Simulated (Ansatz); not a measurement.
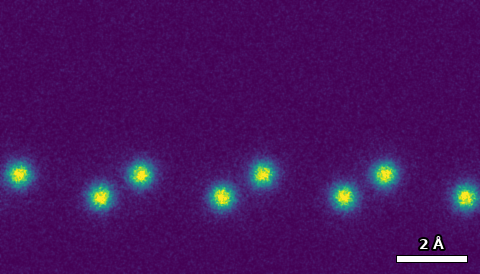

Cross-section of a sheet of composition Ge, seen along a direction in its plane, the normal pointing up. Simulated incoherent Z contrast: every atom adds Z^1.7 spread by a probe of 0.55 Å full width; channelling and multiple scattering are left out. The probe carries 25 % of its weight in a tail 2.5 times as wide. Shot noise was added. Model: coordinates from a relaxation in a fixed cell with DFT PBE+D3(BJ), scalar-relativistic, plane waves, PAW in Ansatz 0.2.0; the starting structure was generated, so it need not be a known form of this composition.

### How many atomic planes does the slab have, and what do they hold from top to bottom?

2 planes (atoms within 0.35 Å in height count as one plane; some lie less than 0.7 Å apart in height):

| plane | content | depth below the top plane (Å) |
| --- | --- | --- |
| 1 | Ge | 0.0 |
| 2 | Ge | 0.7 |

### How thick is it, and how does it end on either side?

The outermost planes are 0.7 Å apart. The upper face ends in Ge and the lower in Ge, so the sequence of planes is the same from both sides.
